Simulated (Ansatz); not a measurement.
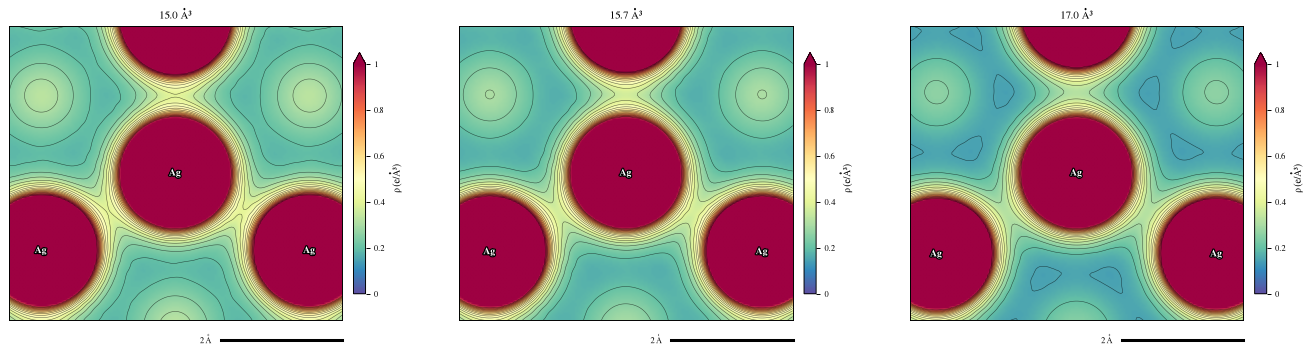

Ag. The valence charge density (pseudo) of cells scaled evenly to different volumes (given per atom above each panel), on the (001) plane of each (indices in the axes of the cell below), at one length scale and on one colour scale.

A generated structure, not necessarily the stable one; computed without spin polarisation.

Level of theory: DFT, PBEsol, plane waves (420 eV) with PAW, scalar-relativistic in Ansatz 0.2.0.

In a PAW calculation such maps are meaningful between the atoms, not at the nuclei.

The largest cell:

```yaml
crystal:
  lattice:
    - [4.79417, 0.00000, 0.00000]
    - [-2.39708, 4.15187, 0.00000]
    - [0.00000, 0.00000, 2.87249]
  atoms:
    - { symbol: Ag, position: [0.00000, 0.00000, 0.00000] }
    - { symbol: Ag, position: [0.33333, 0.66667, 0.50000] }
    - { symbol: Ag, position: [0.66667, 0.33333, 0.50000] }
```

| volume (Å³/atom) | Ag–Ag contact in the plane (Å) | ρ at its midpoint (e/Å³) | pressure (GPa) | 
| --- | --- | --- | --- |
| 14.97 | 2.554 | 0.403 | 20.7 | 
| 15.66 | 2.592 | 0.373 | 11.9 | 
| 16.34 | 2.629 | ? | ? | 
| 17.02 | 2.665 | 0.317 | 0.0 | 
| 19.06 | 2.768 | 0.259 | −9.2 | 

Estimate the missing row, and compare with the calculation.

Over the known rows ln ρ falls by 2.08 per Å of Ag–Ag distance (a least-squares line), which gives 0.344 e/Å³ at 2.629 Å; the calculation gives 0.346 e/Å³. For the pressure, a straight line in volume between the neighbouring rows gives 6.0 GPa; the calculation gives 5.2, lower because pressure rises ever faster on compression.
